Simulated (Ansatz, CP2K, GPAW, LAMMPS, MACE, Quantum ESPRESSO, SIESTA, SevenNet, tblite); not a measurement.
## Amorphous 30In2O3-70HfO2 (mol %) (83 atoms): runs against a plane-wave reference

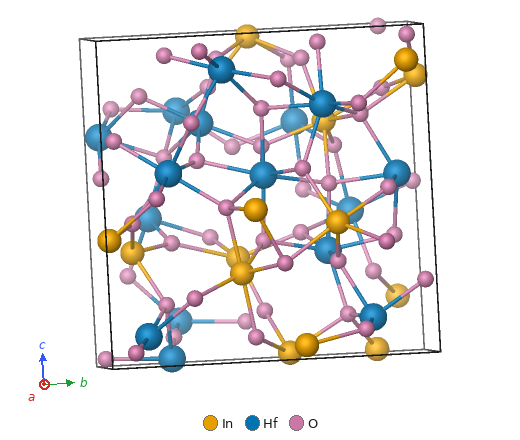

The cell (indium orange, hafnium blue, oxygen pink). Bonds to atoms that aren't drawn are left out.

Density of this cell: 7.71 g/cm³. The cell holds 83 atoms: 14 In, 16 Hf and 53 O. Cell: a = 10.461 Å, b = 10.461 Å, c = 10.461 Å, α = 90.0°, β = 90.0°, γ = 90.0°. 83 atoms (14 Sc, 16 Zr, 53 O) placed at random at 4.52 g/cm³, melted at 5000 K for 10 ps at fixed volume with the Morse and Coulomb pair potential with partial charges (Pedone, Malavasi, Menziani, Cormack and Segre, J. Phys. Chem. B 110, 11780 (2006)). Quenched from 5000 K to 300 K at 200 K/ps and fixed volume, held 10 ps at zero pressure, then minimised at fixed cell. Then Sc was replaced by In, Zr was replaced by Hf and the cell scaled by 1.022 (the potential has no terms for the new elements, so the cell is a start for a DFT relaxation).

Geometry: as built.

The reference, a calculation:

- method: Kohn-Sham DFT, PBE, SSSP efficiency 1.3.0 pseudopotentials, plane waves (Quantum ESPRESSO 7.5); sssp-pbe-1.3.0-efficiency, cutoffs 60/480 Ry, Γ point
- r.m.s. force component: 0.564 eV/Å
- longest force: 2.036 eV/Å
- pressure: -7.655 GPa
- gap (highest filled to lowest empty level): 1.572 eV
- time: 4.1 min on 4 MPI ranks of Arm Neoverse V1, shared host
- CPU time: 16 min

**Question.** The same geometry is run in other programs. How far does each lie from the reference, and what does it cost?
- tblite IPEA1-xTB (tblite 0.8.0; 1 thread)
- GPAW PBE, LCAO sz(dzp), h 0.18 Å (GPAW 26.7.0; 1 thread)
- CP2K PBE, SZV-MOLOPT-SR, 600/50 Ry, OT DIIS (CP2K 2026.2; 2 threads)
- SevenNet 0 potential (SevenNet 0; 1 thread)
- GPAW PBE, LCAO dzp, h 0.18 Å (GPAW 26.7.0; 1 thread)
- SIESTA PBE, SZP, shift 0.01 Ry, mesh 500 Ry (SIESTA 5.4.2; 2 MPI ranks)
- SIESTA PBE, DZ, shift 0.01 Ry, mesh 500 Ry (SIESTA 5.4.2; 2 MPI ranks)
- MACE MP-0b3 medium potential (MACE MP-0b3 medium; 1 thread)
- GPAW PBE, LCAO dzp, h 0.25 Å (GPAW 26.7.0; 1 thread)
- GPAW RPBE, LCAO dzp, h 0.18 Å (GPAW 26.7.0; 1 thread)

Differences are against the plane-wave reference, forces as r.m.s. over components; share is that over the reference's r.m.s. force, slope the least-squares factor from reference forces to these. Total energies of different programs have different zeros and aren't compared.

| run | Δ force, r.m.s. (meV/Å) | share (%) | slope | Δ pressure (GPa) | Δ gap (eV) | cores | CPU time | memory (GiB) |
| --- | --- | --- | --- | --- | --- | --- | --- | --- |
| reference | - | - | - | - | - | 4 | 16 min | 3.9 |
| tblite IPEA1-xTB | 468 | 82.9 | 0.621 | -7.98 | - | 1 | 7.2 s | 0.13 |
| GPAW PBE, LCAO sz(dzp), h 0.18 Å (coarse) | 181 | 32.0 | 0.916 | - | -0.237 | 1 | 2.6 min | 1.8 |
| CP2K PBE, SZV-MOLOPT-SR, 600/50 Ry, OT DIIS (coarse) | 385 | 68.3 | 1.531 | 3.24 | -0.450 | 2 | 9 min | 1.6 |
| SevenNet 0 potential | 93.0 | 16.5 | 0.992 | -0.309 | - | 1 | 8.9 s | 0.91 |
| GPAW PBE, LCAO dzp, h 0.18 Å | 100 | 17.8 | 0.925 | - | -0.0679 | 1 | 8.3 min | 2.3 |
| SIESTA PBE, SZP, shift 0.01 Ry, mesh 500 Ry (coarse) | 126 | 22.4 | 1.016 | 2.60 | -0.0691 | 2 | 6.3 min | 2.1 |
| SIESTA PBE, DZ, shift 0.01 Ry, mesh 500 Ry (coarse) | 141 | 25.1 | 1.048 | -2.39 | -0.103 | 2 | 3.8 min | 1.7 |
| MACE MP-0b3 medium potential | 83.9 | 14.9 | 0.957 | 0.131 | - | 1 | 9.3 s | 1.0 |
| GPAW PBE, LCAO dzp, h 0.25 Å (coarse) | 1059 | 188 | 0.978 | - | -0.0812 | 1 | 3.3 min | 0.96 |
| GPAW RPBE, LCAO dzp, h 0.18 Å | 137 | 24.4 | 0.903 | - | 0.0171 | 1 | 8.3 min | 2.3 |

Rows marked coarse were listed beforehand as settings not expected to be converged; some can still land near the reference.

Times of the machine-learned potentials are mostly Python's start and the loading of weights.

CPU time is summed over cores on a shared host, where runs went side by side, so it is rough. Symmetry, cutoffs, thresholds, outputs and thread counts weren't matched or tuned between programs; memory under MPI is the largest rank's times the ranks.

The PBE run in local orbitals, coarse settings apart, differs by 18 % (GPAW PBE, LCAO dzp, h 0.18 Å); basis, grid and potentials can all enter. Tight binding differs by 83 % (tblite IPEA1-xTB); it is another model, with fitted parameters of its own, and the xTB methods hold dispersion. Machine-learned potentials differ by 15 % (MACE MP-0b3 medium potential) to 16 % (SevenNet 0 potential); they were trained on other programs' data. Rows with another functional or a dispersion term differ by 24 % (GPAW RPBE, LCAO dzp, h 0.18 Å), which mixes the change of model with differences of basis and potentials. Periodic xTB results under one method name differ between programs and library versions. Machine-learned potentials mimic data converged in k, so the reference's own k-point error enters their differences. The network of bonds at the start is that of the classical potential that made the cell, and needn't be the one that DFT or experiment would give. The electronic-structure runs sample only Γ, in a cell whose shortest periodic width is 10 Å.

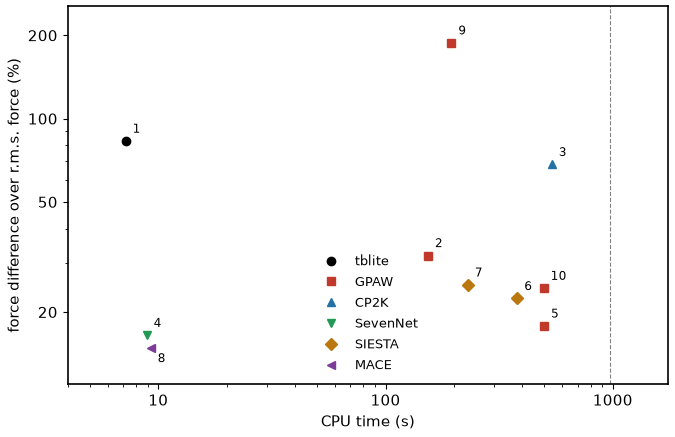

Force difference against CPU time; the dashed line marks the reference's time. Points: 1 tblite IPEA1-xTB; 2 GPAW PBE, LCAO sz(dzp), h 0.18 Å; 3 CP2K PBE, SZV-MOLOPT-SR, 600/50 Ry, OT DIIS; 4 SevenNet 0 potential; 5 GPAW PBE, LCAO dzp, h 0.18 Å; 6 SIESTA PBE, SZP, shift 0.01 Ry, mesh 500 Ry; 7 SIESTA PBE, DZ, shift 0.01 Ry, mesh 500 Ry; 8 MACE MP-0b3 medium potential; 9 GPAW PBE, LCAO dzp, h 0.25 Å; 10 GPAW RPBE, LCAO dzp, h 0.18 Å.

[Hosts, paths, dates, database ids (printed as entryN), source tags and the programs' standing remarks are cut or masked in the printed files.]
